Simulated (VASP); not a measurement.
# Vacuum and the quasiparticle gap of a sheet of Te2Pt, part 2 of 5

How does the G0W0 gap of a single sheet of Te2Pt depend on the vacuum between its repeats?

VASP 6.6.1, plane waves and PAW; the level of theory is named at each step.

So far. Step 2 (Relaxation): At PBE, with these data sets, the largest force is down to 0.0077 eV/Å. The lattice constant was typed and isn't relaxed: the sheet is stretched, by 2.1 N/m.

### Step 3. Ground state

This step: PBE; plane waves and PAW (Pt_GW, Te_GW) (VASP 6.6.1).

The orbitals come from a self-consistent PBE run with a tight EDIFF and a narrow smearing. KPOINTS_OPT adds the bands along a path, which shows whether the mesh holds the band edges.

INCAR reads:

```
SYSTEM = Te2Pt
PREC = Accurate
ENCUT = 300
EDIFF = 1E-08
NELM = 100
ISMEAR = 0
SIGMA = 0.01
LREAL = .FALSE.
ALGO = Normal
GGA = PE
NBANDS = 17
LASPH = .TRUE.
LORBIT = 11
LWAVE = .TRUE.
LCHARG = .FALSE.
KPAR = 8
```

POSCAR reads:

```
Te2Pt
1.0
    4.1385417200      0.0000000000      0.0000000000
   -2.0692708600      3.5840822641      0.0000000000
    0.0000000000      0.0000000000     11.0000000000
Pt Te
1 2
Direct
    0.0000000000      0.0000000000      0.5000000000
    0.3333333333      0.6666666667      0.6206480074
    0.6666666667      0.3333333333      0.3793519926
```

KPOINTS reads:

```
Automatic mesh
0
Gamma
9 9 1
0 0 0
```

KPOINTS_OPT reads:

```
Line mode
12
Line-mode
Reciprocal
  0.00000000   0.00000000   0.00000000 GAMMA
  0.50000000   0.00000000   0.00000000 M

  0.50000000   0.00000000   0.00000000 M
  0.33333333   0.33333333   0.00000000 K

  0.33333333   0.33333333   0.00000000 K
  0.00000000   0.00000000   0.00000000 GAMMA

  0.00000000   0.00000000   0.00000000 GAMMA
  0.00000000   0.00000000   0.50000000 A

  0.00000000   0.00000000   0.50000000 A
  0.50000000   0.00000000   0.50000000 L

  0.50000000   0.00000000   0.50000000 L
  0.33333333   0.33333333   0.50000000 H

  0.33333333   0.33333333   0.50000000 H
  0.00000000   0.00000000   0.50000000 A

  0.50000000   0.00000000   0.50000000 L
  0.50000000   0.00000000   0.00000000 M

  0.33333333   0.33333333   0.00000000 K
  0.33333333   0.33333333   0.50000000 H
```

Potentials, in the order of the species: Pt_GW and Te_GW (PBE family, release 64).

On the command line:

```
$ mpirun -np 8 vasp_std
```

Log:

```text
[banner, memory and clock lines left out]
running    8 mpi-ranks, on    1 nodes
 distrk:  each k-point on    1 cores,    8 groups
 distr:  one band on    1 cores,    1 groups

 POSCAR found type information on POSCAR PtTe
 POSCAR found :  2 types and       3 ions
 [... a notice as in an earlier step ...]

 LDA part: xc-table for (Slater+PW92), standard interpolation
 POSCAR, INCAR and KPOINTS ok, starting setup
 FFT: planning ... GRIDC
 FFT: planning ... GRID_SOFT
 FFT: planning ... GRID
 WAVECAR not read
 entering main loop
       N       E                     dE             d eps       ncg     rms          rms(c)
DAV:   1     0.102588758322E+03    0.10259E+03   -0.62773E+03   614   0.733E+02
DAV:   2    -0.489209807255E+01   -0.10748E+03   -0.10390E+03   680   0.185E+02
DAV:   3    -0.136246213541E+02   -0.87325E+01   -0.86252E+01   616   0.540E+01
DAV:   4    -0.139510198673E+02   -0.32640E+00   -0.32589E+00   680   0.119E+01
DAV:   5    -0.139607108961E+02   -0.96910E-02   -0.96864E-02   624   0.213E+00    0.768E+00
DAV:   6    -0.136143888201E+02    0.34632E+00   -0.29377E+00   584   0.176E+01    0.470E+00
DAV:   7    -0.134809798999E+02    0.13341E+00   -0.59064E-01   616   0.878E+00    0.218E+00
DAV:   8    -0.134610572317E+02    0.19923E-01   -0.74070E-02   648   0.198E+00    0.512E-01
DAV:   9    -0.134581942999E+02    0.28629E-02   -0.11301E-02   624   0.116E+00    0.253E-01
DAV:  10    -0.134584825293E+02   -0.28823E-03   -0.21609E-03   528   0.346E-01    0.589E-02
DAV:  11    -0.134584748124E+02    0.77169E-05   -0.43266E-04   696   0.181E-01    0.259E-02
DAV:  12    -0.134584343730E+02    0.40439E-04   -0.24137E-04   472   0.112E-01    0.123E-02
DAV:  13    -0.134584312498E+02    0.31232E-05   -0.26209E-05   520   0.392E-02    0.809E-03
DAV:  14    -0.134584396223E+02   -0.83725E-05   -0.16744E-05   464   0.250E-02    0.402E-03
DAV:  15    -0.134584399292E+02   -0.30689E-06   -0.20848E-06   664   0.102E-02    0.130E-03
DAV:  16    -0.134584402486E+02   -0.31937E-06   -0.60394E-07   488   0.560E-03    0.101E-03
DAV:  17    -0.134584403615E+02   -0.11292E-06   -0.95161E-08   592   0.220E-03    0.276E-04
DAV:  18    -0.134584403578E+02    0.37487E-08   -0.98326E-09   352   0.764E-04
   1 F= -.13458440E+02 E0= -.13458440E+02  d E =-.166530E-29
 Start KPOINTS_OPT (optional k-point list driver)
k-point batch [1-12\108]
       N       E                     dE             ncg
DAV:   1     0.519891911616E+03   -0.20471E+04      617
DAV:   2    -0.809207693634E+03   -0.13291E+04      680
DAV:   3    -0.912373414485E+03   -0.10317E+03      624
DAV:   4    -0.915673061961E+03   -0.32996E+01      600
DAV:   5    -0.915862192011E+03   -0.18913E+00      696
DAV:   6    -0.915871278593E+03   -0.90866E-02      704
DAV:   7    -0.915871424588E+03   -0.14599E-03      688
DAV:   8    -0.915871432763E+03   -0.81759E-05      680
DAV:   9    -0.915871433108E+03   -0.34483E-06      680
DAV:  10    -0.915871433133E+03   -0.24533E-07      544
DAV:  11    -0.915871433137E+03   -0.39859E-08      496
[...]
k-point batch [97-108\108]
       N       E                     dE             ncg
DAV:   1     0.360294592382E+03   -0.61593E+04      612
DAV:   2    -0.889057232968E+03   -0.12494E+04      687
DAV:   3    -0.984095643273E+03   -0.95038E+02      536
DAV:   4    -0.988772354053E+03   -0.46767E+01      688
DAV:   5    -0.988918302017E+03   -0.14595E+00      624
DAV:   6    -0.988934331664E+03   -0.16030E-01      774
DAV:   7    -0.988934444450E+03   -0.11279E-03      632
DAV:   8    -0.988934452177E+03   -0.77271E-05      728
DAV:   9    -0.988934452329E+03   -0.15229E-06      632
DAV:  10    -0.988934452348E+03   -0.18539E-07      560
DAV:  11    -0.988934452348E+03   -0.80138E-09      528
 writing wavefunctions
```

Run time: 13 s. Hardware: 8 MPI ranks of AMD EPYC 9R45, shared host; peak memory 1.6 GiB.

From OUTCAR (step 3):

```text
The static configuration has the point symmetry D_3d.

 Found     12 irreducible k-points:

   k-points           NKPTS =     12   k-points in BZ     NKDIM =     12   number of bands    NBANDS=     17

   dimension x,y,z NGX =    24 NGY =   24 NGZ =   64
   dimension x,y,z NGXF=    48 NGYF=   48 NGZF=  128

   ENCUT  =  300.0 eV  22.05 Ry    4.70 a.u.   5.84  5.84 15.53*2*pi/ulx,y,z

   NELECT =      22.0000    total number of electrons

 E-fermi :   1.0580

 k-point     1 :       0.0000    0.0000    0.0000
  band No.  band energies     occupation
    ...
      7      -2.1496      2.00000
      8      -0.6862      2.00000
      9       0.5192      2.00000
     10       0.8077      2.00000
     11       0.8077      2.00000
     12       3.1212      0.00000
     13       3.1212      0.00000
     14       4.4721      0.00000
     15       5.1013      0.00000
     16       6.1292      0.00000
    ...

 k-point     2 :       0.1111    0.0000    0.0000
  band No.  band energies     occupation
    ...
      7      -2.2106      2.00000
      8      -0.9817      2.00000
      9       0.4627      2.00000
     10       0.6779      2.00000
     11       0.7307      2.00000
     12       2.4239      0.00000
     13       2.9885      0.00000
     14       4.8398      0.00000
     15       5.5760      0.00000
     16       6.0005      0.00000
    ...

  Total       -2.1160492     -2.1160492      0.0268784     -0.0000000      0.0000000     -0.0000000
  in kB      -20.7786988    -20.7786988      0.2639339     -0.0000000      0.0000000     -0.0000000
  external PRESSURE =     -13.7644879 kB  Pullay stress =       0.0000000 kB

  energy-cutoff  :      300.00
  volume of cell :      163.16
      direct lattice vectors                 reciprocal lattice vectors
     4.138541720  0.000000000  0.000000000     0.241631006  0.139505726  0.000000000
    -2.069270860  3.584082264  0.000000000     0.000000000  0.279011453  0.000000000
     0.000000000  0.000000000 11.000000000     0.000000000  0.000000000  0.090909091

 POSITION                                       TOTAL-FORCE (eV/Angst)
 -----------------------------------------------------------------------------------
      0.00000      0.00000      5.50000         0.000000      0.000000      0.000000
     -0.00000      2.38939      6.82713         0.000000     -0.000000      0.019830
      2.06927      1.19469      4.17287        -0.000000      0.000000     -0.019830
 -----------------------------------------------------------------------------------
    total drift:                                0.000000      0.000000     -0.000000

  FREE ENERGIE OF THE ION-ELECTRON SYSTEM (eV)
  ---------------------------------------------------
  free  energy   TOTEN  =       -13.4584403578 eV

  energy  without entropy=      -13.4584403578  energy(sigma->0) =      -13.45844036

 total charge
# of ion       s       p       d       f       tot
--------------------------------------------------
    1        0.637   0.597   7.941   0.032   9.205
    2        1.615   2.403   0.098   0.000   4.115
    3        1.615   2.403   0.098   0.000   4.115
--------------------------------------------------
tot          3.866   5.403   8.136   0.032  17.436

[... 2 parts as in an earlier step ...]

[... 7 further parts left out ...]
```

Numbers from this step:

```yaml
free_energy_toten: -13.46 eV
fermi_energy: 1.058 eV
least_gap_on_mesh_and_path: 0.6652 eV
least_direct_gap_on_mesh_and_path: 0.7355 eV
```

The highest empty bands on the path are converged less tightly, to about 0.1 eV. Electronic bands along the path, in eV, zero at the valence-band top; v1 is the highest filled band, c1 the lowest empty one:

| point | v4 | v3 | v2 | v1 | c1 | c2 | c3 | c4 |
| --- | --- | --- | --- | --- | --- | --- | --- | --- |
| Γ | -1.69 | -0.48 | -0.19 | -0.19 | 2.12 | 2.12 | 3.47 | 4.10 |
| M | -2.84 | -2.40 | -2.25 | -1.37 | 1.55 | 2.02 | 3.13 | 5.05 |
| K | -2.93 | -2.17 | -1.65 | -1.65 | 1.13 | 1.13 | 4.50 | 6.78 |
| Γ | -1.69 | -0.48 | -0.19 | -0.19 | 2.12 | 2.12 | 3.47 | 4.10 |
| A | -1.68 | -0.50 | -0.19 | -0.19 | 2.12 | 2.12 | 3.84 | 3.99 |
| L | -2.84 | -2.40 | -2.25 | -1.37 | 1.55 | 2.02 | 3.13 | 5.05 |
| H | -2.93 | -2.17 | -1.65 | -1.65 | 1.14 | 1.14 | 4.52 | 6.49 |
| A | -1.68 | -0.50 | -0.19 | -0.19 | 2.12 | 2.12 | 3.84 | 3.99 |
| jump to L | -2.84 | -2.40 | -2.25 | -1.37 | 1.55 | 2.02 | 3.13 | 5.05 |
| M | -2.84 | -2.40 | -2.25 | -1.37 | 1.55 | 2.02 | 3.13 | 5.05 |
| jump to K | -2.93 | -2.17 | -1.65 | -1.65 | 1.13 | 1.13 | 4.50 | 6.78 |
| H | -2.93 | -2.17 | -1.65 | -1.65 | 1.14 | 1.14 | 4.52 | 6.49 |

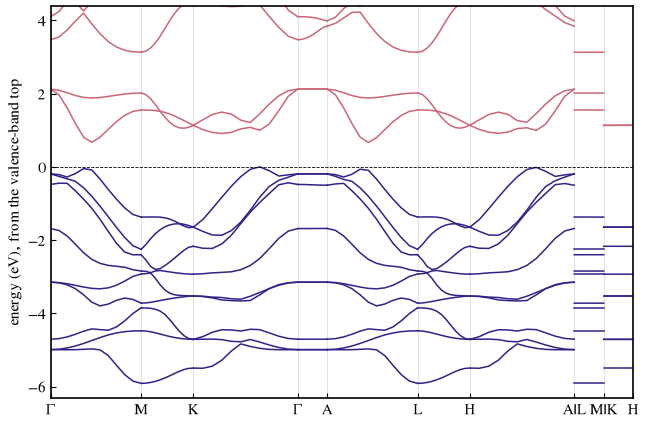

Electronic bands along the path; lines of filled and empty bands in two colours.

The cell has a gap of 0.665 eV on mesh and path; the in-plane stress times the cell height is -2.3 N/m (compression positive), so the typed lattice constant isn't this level's equilibrium. Spin-orbit coupling is left out, which can shift or reorder these edges.

### Step 4. Empty bands, box 11 Å

ALGO = Exact makes the empty bands from the converged ground state in one step. LOPTICS writes the k-derivatives of the orbitals (WAVEDER), which give the long-wavelength limit of the screening.

INCAR reads:

```
SYSTEM = Te2Pt
PREC = Accurate
ENCUT = 300
ISMEAR = 0
SIGMA = 0.01
LREAL = .FALSE.
GGA = PE
NBANDS = 320
LASPH = .TRUE.
ALGO = Exact
NELM = 1
LWAVE = .TRUE.
LCHARG = .FALSE.
LOPTICS = .TRUE.
NEDOS = 1000
CSHIFT = 0.1
```

POSCAR is that of step 3.

KPOINTS is that of step 3.

On the command line:

```
$ mpirun -np 8 vasp_std
```

Log:

```text
[banner, memory and clock lines left out]
running    8 mpi-ranks, on    1 nodes
 distrk:  each k-point on    8 cores,    1 groups
 distr:  one band on    1 cores,    8 groups

 POSCAR found type information on POSCAR PtTe
 POSCAR found :  2 types and       3 ions
 [... a notice as in an earlier step ...]

 LDA part: xc-table for (Slater+PW92), standard interpolation
 found WAVECAR, reading the header
  number of bands has changed, file:    17 present:   320
  trying to continue reading WAVECAR, but it might fail
 POSCAR, INCAR and KPOINTS ok, starting setup
 FFT: planning ... GRIDC
 FFT: planning ... GRID_SOFT
 FFT: planning ... GRID
 reading WAVECAR
 random initialization beyond band           17
 the WAVECAR file was read successfully
 initial charge from wavefunction
 entering main loop
       N       E                     dE             d eps       ncg     rms          rms(c)
DIA:   1    -0.134584403733E+02   -0.13458E+02    0.00000E+00     0   0.000E+00
   1 F= -.13458440E+02 E0= -.13458440E+02  d E =-.716634E-18
 writing wavefunctions
 optical routines
 imaginary and real dielectric function
 recalculating local potential from charge density
 direction            1
 direction            2
 direction            3
```

Run time: 19 s. Hardware: 8 MPI ranks; peak memory 2.2 GiB; 2.5 min of CPU time.

Parts of OUTCAR (step 4):

```text
The static configuration has the point symmetry D_3d.

 Found     12 irreducible k-points:

   k-points           NKPTS =     12   k-points in BZ     NKDIM =     12   number of bands    NBANDS=    320

   NELECT =      22.0000    total number of electrons

 E-fermi :   1.0383

 k-point     1 :       0.0000    0.0000    0.0000
  band No.  band energies     occupation
    ...
      7      -2.1494      2.00000
      8      -0.6861      2.00000
      9       0.5192      2.00000
     10       0.8077      2.00000
     11       0.8077      2.00000
     12       3.1213      0.00000
     13       3.1213      0.00000
     14       4.4721      0.00000
     15       5.1013      0.00000
     16       6.1292      0.00000
    ...

 k-point     2 :       0.1111    0.0000    0.0000
  band No.  band energies     occupation
    ...
      7      -2.2104      2.00000
      8      -0.9816      2.00000
      9       0.4627      2.00000
     10       0.6779      2.00000
     11       0.7307      2.00000
     12       2.4240      0.00000
     13       2.9885      0.00000
     14       4.8398      0.00000
     15       5.5760      0.00000
     16       6.0006      0.00000
    ...

  Total       -2.1183158     -2.1183158      0.0237111     -0.0000000      0.0000000      0.0000000
  in kB      -20.8009557    -20.8009557      0.2328327     -0.0000000      0.0000000      0.0000000
  external PRESSURE =     -13.7896929 kB  Pullay stress =       0.0000000 kB

 POSITION                                       TOTAL-FORCE (eV/Angst)
 -----------------------------------------------------------------------------------
      0.00000      0.00000      5.50000        -0.000000      0.000000      0.000000
     -0.00000      2.38939      6.82713         0.000000      0.000000      0.019818
      2.06927      1.19469      4.17287        -0.000000     -0.000000     -0.019818
 -----------------------------------------------------------------------------------
    total drift:                                0.000000      0.000000     -0.000000

  FREE ENERGIE OF THE ION-ELECTRON SYSTEM (eV)
  ---------------------------------------------------
  free  energy   TOTEN  =       -13.4584403733 eV

  energy  without entropy=      -13.4584403733  energy(sigma->0) =      -13.45844037

 plasma frequency squared (from intraband transitions) (eV^2)
  --------------------------------------------------------------------------------------
       0.000       0.000       0.000
       0.000       0.000      -0.000
       0.000      -0.000       0.000

[... 7 parts as in an earlier step ...]

[... 5 further parts left out ...]
```

WAVECAR now holds 320 bands for 22 electrons.

(Part 2 of 5 ends here.)

[Lines on the potential files, build, host, timing and source positions are cut from VASP's logs without a mark.]

[Logs are printed without paths, hosts, clocks, repeated set-up lines and the standing remarks that a program may print on its own settings, such as how far it seeks lower states.]

[Hosts, paths, dates, database ids (printed as entryN), source tags and the programs' standing remarks are cut or masked in the printed files.]

[Pressures printed for these runs are not shown converged in the cutoff: they can be off by several GPa and have the wrong sign.]

[In band tables of VASP the shares of atoms and orbitals are scaled to a sum of 1 inside the atoms' spheres.]
